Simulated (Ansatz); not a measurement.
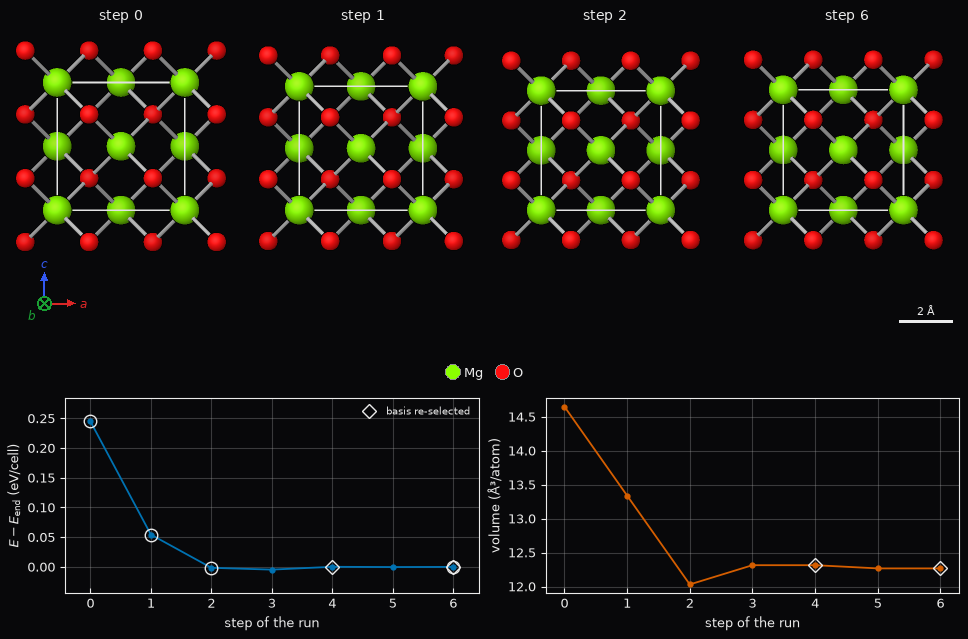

Frames of a relaxation of crystalline MgO (a generated structure, set up in F-43m) (coarse preliminary run), marked on the history of the run. The picture is a ball-and-stick view of the conventional cell (4 times the calculation's cell), seen along the b axis. Lengths and directions refer to the drawn axes.

All numbers below come from DFT PBE, scalar-relativistic, plane waves, PAW in Ansatz. Settings: plane-wave cutoff 420 eV; k-point mesh 6 × 6 × 6; occupations gaussian; smearing width 0.1 eV; no spin polarisation; cell and atoms relaxed; force threshold 0.04 eV/Å; at most 70 steps.

Question: What happens along the run?

Answer: The atoms keep their places relative to the cell (all moves are under 0.005 Å). The volume changes by −16.3 %, with a = b = c 4.894 → 4.613 Å (−5.7 %). Some distances before and after: Mg–O 2.119 → 1.997 Å. The space group stays F-43m (No. 216). The energy falls by 0.245 eV per cell of the calculation in 4 accepted moves (6 points after the start). All forces vanish by symmetry, so only the cell relaxes. Pressure: −14.16 GPa at the start and −0.01 GPa at the end. The SCF was repeated twice at an unchanged geometry on a basis and grid sized afresh for the cell, which shifted the energy by 4.8 meV per cell of the calculation at most. The run took 4.7 s on 1 thread of Arm Neoverse V2, on a shared host, peak memory 0.26 GiB. From step 0 to 1: volume −8.9 %, energy −0.190 eV per cell of the calculation. From step 1 to 2: volume −9.8 %, energy −55.9 meV per cell of the calculation. From step 2 to 6: volume +2.0 %, energy +1.5 meV per cell of the calculation.

```tsv
step	E − E(0), meV/atom	pressure, GPa	volume, Å³/atom	note
0	0.00	-14.16	14.650	
1	-95.23	-7.78	13.339	
2	-123.17	2.75	12.031	
3	-124.70	-0.02	12.314	
4	-122.33	-0.45	12.314	same geometry, new basis
5	-122.53	0.00	12.267	
6	-122.41	-0.01	12.267	same geometry, new basis
```
